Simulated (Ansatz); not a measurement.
# MoSe: a changed input and its effect

System: MoSe (P3m1, 2 atoms in the cell).
Method of run A: Kohn-Sham DFT of a periodic cell, PBEsol with D3(BJ), Ansatz PAW, no spin polarisation (Ansatz 0.2.0).

The structure was built on a prototype by a generator; it need not be a known phase. Text and figures count atoms from 1; the logs count them from 0 in places.

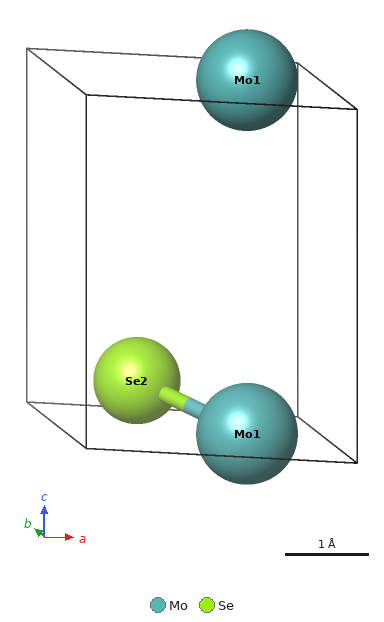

The structure as given in the input (ball-and-stick view of the cell of the calculation, seen slightly off an axis; atoms are numbered from 1 in the order of the input). Near neighbours in the crystal (not all of them lie inside the picture): Mo has 3 Se at 2.04 Å; Se has 3 Mo at 2.04 Å.

Input, run A:
```yaml
crystal:
  lattice:
    - [3.47066859, 0.0, 0.0]
    - [-1.7353343, 3.00568717, 0.0]
    - [0.0, 0.0, 4.37279534]
  atoms:
    - { symbol: Mo, position: [0.66666667, 0.33333333, 0.02544455] }
    - { symbol: Se, position: [0.33333333, 0.66666667, 0.11843047] }
hamiltonian:
  xc: pbesol
  pseudopotentials: { kind: paw }
  dispersion: d3bj
kpoints:
  mp_grid: { grid: [9, 9, 6] }
scf:
  occupations: { method: fermi_dirac, width: 0.05 }
output:
  forces: true
  stress: true
  eigenvalues: true
relax:
  f_tol: 0.01
  max_steps: 40
  cell: { stress_tol: 0.05 }
```

Command:
```bash
ansatz run input.yaml --threads 2 --pin off --max-ram 5632MiB --backend cpu --events-out ev --progress --plain --runs-dir out
```

Hardware: 2 threads of Intel Xeon @ 2.50GHz (Skylake/Cascade Lake), 189 GiB of memory available, shared host.

Output, shortened to warnings, some set-up lines, iterations and results (run A):
```
WARN: dispersion: an atom stands within reach of a switch of its C6 between two reference coordination numbers of its element: through that C6 alone, e_disp changes by 0.025 eV or more while the distances to its neighbours run over a stretch of 0.05 Å that contains this geometry (sites counted from 0 in the run's list of atoms or, in a supercell that it derives, in that cell's: here a list of 2) …
Basis set: ecut = 420 eV, 885 PW (Γ), exchange–correlation on 48×48×60 points (8 copies of the dense FFT grid, shifted against one another)
Symmetry: 6 space group operations
k-points: 62 of 486 (time reversal used)
Initial density: superposition of atomic densities (neutral atoms: chi_scale 0, normalization atom), corrected by the library's trained network
[...]
SCF iter   1: F=—  HF=-10316.344452 eV  |F-HF|=—  |Δ(HF+E_count)|=         —  Δρ=7.46e-3  dr2=4.73e-2  ethr=1.77e-3  ⟨swp⟩=6.0  Hψ=5897  notcnv=0
SCF iter   2: F=—  HF=-10316.348157 eV  |F-HF|=—  |Δ(HF+E_count)|=   3.70e-3  Δρ=3.86e-3  dr2=5.97e-3  ethr=1.58e-4  ⟨swp⟩=2.0  Hψ=2228  notcnv=0
SCF iter   3: F=—  HF=-10316.348226 eV  |F-HF|=—  |Δ(HF+E_count)|=   6.87e-5  Δρ=1.92e-3  dr2=2.47e-3  ethr=1.99e-5  ⟨swp⟩=2.0  Hψ=2013  notcnv=0
SCF iter   4: F=—  HF=-10316.347628 eV  |F-HF|=—  |Δ(HF+E_count)|=   5.98e-4  Δρ=5.51e-4  dr2=2.96e-4  ethr=8.23e-6  ⟨swp⟩=2.2  Hψ=1433  notcnv=0
SCF iter   5: F=—  HF=-10316.347572 eV  |F-HF|=—  |Δ(HF+E_count)|=   5.51e-5  Δρ=1.77e-4  dr2=1.68e-5  ethr=9.88e-7  ⟨swp⟩=2.0  Hψ=1418  notcnv=0
[... 132 lines ...]
SCF iter   4: F=—  HF=-10322.829706 eV  |F-HF|=—  |Δ(HF+E_count)|=   7.71e-8  Δρ=3.98e-6  dr2=9.15e-10  ethr=1.35e-10  ⟨swp⟩=2.6  Hψ=2107  notcnv=0
SCF iter   5: F=-10322.829706 eV  HF=-10322.829706 eV  |F-HF|=3.64e-12  |Δ(HF+E_count)|=  9.55e-10  Δρ=2.45e-7  dr2=6.82e-12  ethr=3.05e-12  ⟨swp⟩=2.0  Hψ=2008  notcnv=0
SCF iter   6: F=-10322.829706 eV  HF=-10322.829706 eV  |F-HF|=1.82e-12  |Δ(HF+E_count)|=    0.00e0  Δρ=4.50e-8  dr2=7.51e-13  ethr=1.00e-12  ⟨swp⟩=4.0  Hψ=4809  notcnv=0
SCF 17 converged in 6 iterations: F = -10322.829706 eV  dr2 = 7.51e-13
relax step  17: F+E_penalty+E_count = -10322.82970580 eV  Δ(F+E_penalty+E_count) = +1.549e-3 eV  max|allowed force component| = 6.654e-5 eV/Å  Δτ_max = 0.0000 Å  P = -0.040 …
basis re-selected at this cell: Δ(F+E_penalty+E_count) = +1.549e-3 eV, ΔP = -0.041 GPa vs the last step (what re-selecting the basis moved, of the pressure what is left beyond the Pulay correction that the steps carried, after the strain that the cell walked since its last selection, with what the …
SCF converged after 6 iterations
Free energy (F): -10322.829706 eV
Harris-Foulkes:  -10322.829706 eV  (|F-HF|=1.82e-12)
Internal energy: -10322.815626 eV  (E = F + TS)
E sigma→0 (E₀):  -10322.822666 eV
Entropy (-TS):   -0.014080 eV (-7.040 meV/atom)
Fermi energy:    19.498680 eV
--- Per-component energies (eV) ---
  E_band       = -317.449040
  E_kinetic    = 566.653986
  E_local      = -2654.348716  (includes V_loc(G=0)·N_el)
  E_nonlocal   = -444.468648
  E_hartree    = 1237.425285
  E_xc         = -288.036523
  E_vxc        = -329.739247  (∫ρ·V_xc dr)
  E_paw        = -5013.749393  (= ΣΔE_a)
  E_vpaw       = 69.603586  (= ΣTr[D̂ρ^β])
  E_aug_tail   = -0.000549  (compensation charges beyond the density's cutoff)
  E_ewald      = -3726.312197
  E_disp       = -1.196620  (pairwise vdW)
  E_core_change = 1.217750  (= ΣΔE_core)
  E_smearing   = -0.014080  (= −TS)
  E_closure    = 0.000000  (closes the sum)
  Σ components = -10322.829706   (vs F -10322.829706, Δ=0.00e0)
--- Forces (eV/Å), atoms counted from 1 ---
  atom   1  Mo     0.00000000     0.00000000     0.00006644
  atom   2  Se     0.00000000     0.00000000    -0.00006665
  max |Σ_I F_I| component: 2.10e-7 eV/Å
--- Stress (GPa, compression-positive) ---
       -0.041189       0.000000      -0.000000
        0.000000      -0.041189       0.000000
       -0.000000       0.000000      -0.036808
  P = ⅓ Tr σ = -0.0397 GPa (-0.397 kbar)
--- Relaxed structure (16 steps of the walk, 16 accepted, 1 SCFs on fresh bases) ---
  F+E_penalty+E_count = -10322.82970580 eV   max|allowed force component| = 6.654e-5 eV/Å   (the final SCF, on the basis selected at the relaxed cell)
  cell:  # Å, volume = 30.8980 Å³
    - [3.1341422232838423, 2.6068434290112808e-9, 5.925161518940091e-17]
    - [-1.567071113899514, 2.7142467831338264, 2.9625807608927187e-17]
[...]
```

For run B the input was changed thus:
```diff
-  dispersion: d3bj
+  dispersion: d4
+  write_density: true
+  write_potential: true
+  elf: true
+  volumetric_format: npy
```

Predict how the results change.

The total energies belong to different models, so their difference says nothing on which is more stable or more accurate. The volume per atom goes from 15.45 to 15.69 Å³. The SCF takes 128 iterations over all geometry steps against 108.

Output, shortened to warnings, some set-up lines, iterations and results (run B):
```
WARN: dispersion: an atom stands within reach of a switch of its C6 between two reference coordination numbers of its element: through that C6 alone, e_disp changes by 0.025 eV or more while the distances to its neighbours run over a stretch of 0.05 Å that contains this geometry (sites counted from 0 in the run's list of atoms or, in a supercell that it derives, in that cell's: here a list of 2) …
WARN: dispersion: an atom stands within reach of a switch of its C6 between two reference coordination numbers of its element: through that C6 alone, e_disp changes by 0.025 eV or more while the distances to its neighbours run over a stretch of 0.05 Å that contains this geometry (sites counted from 0 in the run's list of atoms or, in a supercell that it derives, in that cell's: here a list of 2) …
Basis set: ecut = 420 eV, 885 PW (Γ), exchange–correlation on 48×48×60 points (8 copies of the dense FFT grid, shifted against one another)
Symmetry: 6 space group operations
k-points: 62 of 486 (time reversal used)
Initial density: superposition of atomic densities (neutral atoms: chi_scale 0, normalization atom), corrected by the library's trained network
[...]
SCF iter   1: F=—  HF=-10315.836671 eV  |F-HF|=—  |Δ(HF+E_count)|=         —  Δρ=7.46e-3  dr2=4.73e-2  ethr=1.77e-3  ⟨swp⟩=6.0  Hψ=5897  notcnv=0
SCF iter   2: F=—  HF=-10315.840376 eV  |F-HF|=—  |Δ(HF+E_count)|=   3.70e-3  Δρ=3.86e-3  dr2=5.97e-3  ethr=1.58e-4  ⟨swp⟩=2.0  Hψ=2228  notcnv=0
SCF iter   3: F=—  HF=-10315.840445 eV  |F-HF|=—  |Δ(HF+E_count)|=   6.87e-5  Δρ=1.92e-3  dr2=2.47e-3  ethr=1.99e-5  ⟨swp⟩=2.0  Hψ=2013  notcnv=0
SCF iter   4: F=—  HF=-10315.839847 eV  |F-HF|=—  |Δ(HF+E_count)|=   5.98e-4  Δρ=5.51e-4  dr2=2.96e-4  ethr=8.23e-6  ⟨swp⟩=2.2  Hψ=1433  notcnv=0
SCF iter   5: F=—  HF=-10315.839792 eV  |F-HF|=—  |Δ(HF+E_count)|=   5.51e-5  Δρ=1.77e-4  dr2=1.68e-5  ethr=9.88e-7  ⟨swp⟩=2.0  Hψ=1418  notcnv=0
[... 158 lines ...]
SCF iter   4: F=-10322.337052 eV  HF=-10322.337052 eV  |F-HF|=0.00e0  |Δ(HF+E_count)|=  3.64e-12  Δρ=3.80e-8  dr2=2.04e-13  ethr=1.00e-12  ⟨swp⟩=1.0  Hψ=1178  notcnv=0
SCF iter   5: F=-10322.337052 eV  HF=-10322.337052 eV  |F-HF|=0.00e0  |Δ(HF+E_count)|=    0.00e0  Δρ=3.61e-9  dr2=4.09e-15  ethr=1.00e-12  ⟨swp⟩=1.0  Hψ=1178  notcnv=0
SCF iter   6: F=-10322.337052 eV  HF=-10322.337052 eV  |F-HF|=1.82e-12  |Δ(HF+E_count)|=  1.82e-12  Δρ=1.67e-9  dr2=6.51e-16  ethr=1.00e-12  ⟨swp⟩=2.2  Hψ=3561  notcnv=0
SCF 20 converged in 6 iterations: F = -10322.337052 eV  dr2 = 6.51e-16
relax step  20: F+E_penalty+E_count = -10322.33705161 eV  Δ(F+E_penalty+E_count) = +1.530e-6 eV  max|allowed force component| = 8.184e-5 eV/Å  Δτ_max = 0.0000 Å  P = -0.000 …
basis re-selected at this cell: Δ(F+E_penalty+E_count) = +1.530e-6 eV, ΔP = +0.000 GPa vs the last step (what re-selecting the basis moved, of the pressure what is left beyond the Pulay correction that the steps carried, after the strain that the cell walked since its last selection, with what the …
SCF converged after 6 iterations
Free energy (F): -10322.337052 eV
Harris-Foulkes:  -10322.337052 eV  (|F-HF|=1.82e-12)
Internal energy: -10322.322489 eV  (E = F + TS)
E sigma→0 (E₀):  -10322.329770 eV
Entropy (-TS):   -0.014563 eV (-7.281 meV/atom)
Fermi energy:    19.153972 eV
--- Per-component energies (eV) ---
  E_band       = -327.286878
  E_kinetic    = 565.661886
  E_local      = -2684.364873  (includes V_loc(G=0)·N_el)
  E_nonlocal   = -444.501309
  E_hartree    = 1247.751432
  E_xc         = -287.627031
  E_vxc        = -329.199393  (∫ρ·V_xc dr)
  E_paw        = -5013.726316  (= ΣΔE_a)
  E_vpaw       = 69.614483  (= ΣTr[D̂ρ^β])
  E_aug_tail   = -0.000539  (compensation charges beyond the density's cutoff)
  E_ewald      = -3706.043820
  E_disp       = -0.689671  (pairwise vdW)
  E_core_change = 1.217750  (= ΣΔE_core)
  E_smearing   = -0.014563  (= −TS)
  E_closure    = -0.000000  (closes the sum)
  Σ components = -10322.337052   (vs F -10322.337052, Δ=0.00e0)
--- Forces (eV/Å), atoms counted from 1 ---
  atom   1  Mo    -0.00000000    -0.00000000     0.00008184
  atom   2  Se     0.00000000    -0.00000000    -0.00008183
  max |Σ_I F_I| component: 1.04e-8 eV/Å
--- Stress (GPa, compression-positive) ---
       -0.000544       0.000000      -0.000000
        0.000000      -0.000544      -0.000000
       -0.000000      -0.000000      -0.000394
  P = ⅓ Tr σ = -0.0005 GPa (-0.005 kbar)
--- Relaxed structure (18 steps of the walk, 17 accepted, 2 SCFs on fresh bases) ---
  F+E_penalty+E_count = -10322.33705161 eV   max|allowed force component| = 8.184e-5 eV/Å   (the final SCF, on the basis selected at the relaxed cell)
  cell:  # Å, volume = 31.3814 Å³
    - [3.1567192471907224, 2.62562201023079e-9, 5.758850111147331e-17]
    - [-1.5783596258692167, 2.7337990593696437, 2.8794250569564076e-17]
    - [7.255741146194551e-17, 8.378208223944694e-17, 3.6363863001833567]
  atoms:
    - { symbol: Mo, position: [0.6666666666666666, 0.3333333333333333, -0.17806371406876773] }
[...]
```

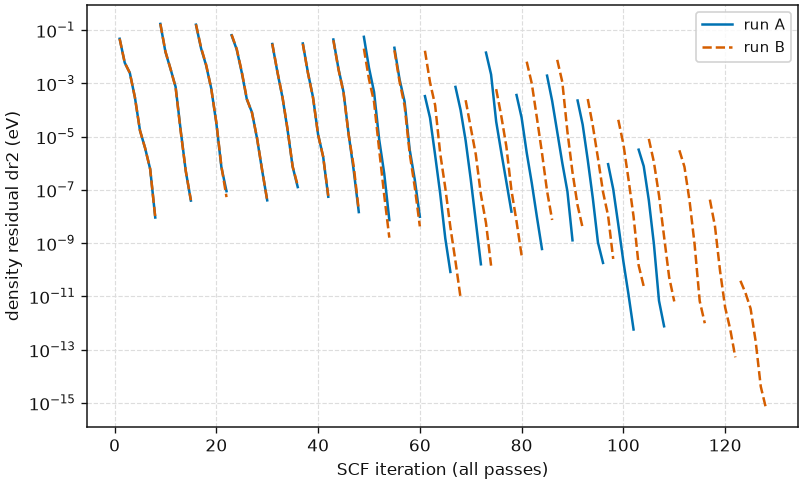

Convergence of the two runs: density residual dr2 against the SCF iteration. A break in a curve parts two SCF passes. Run A takes 108 iterations in all, and run B takes 128.

The two runs side by side:

```csv
quantity,run A,run B
outcome,converged,converged
free energy per atom (eV),−5161.4149,−5161.1685
"energy per atom, smearing taken to zero (eV)",−5161.4113,−5161.1649
gap on the mesh (eV),0.00,0.00
pressure (GPa),−0.04,0.00
volume per atom (Å³),15.45,15.69
largest force (eV/Å),0.000,0.000
SCF iterations,108,128
irreducible k-points,62,62
wall time (shared host),89 s,1.9 min
```
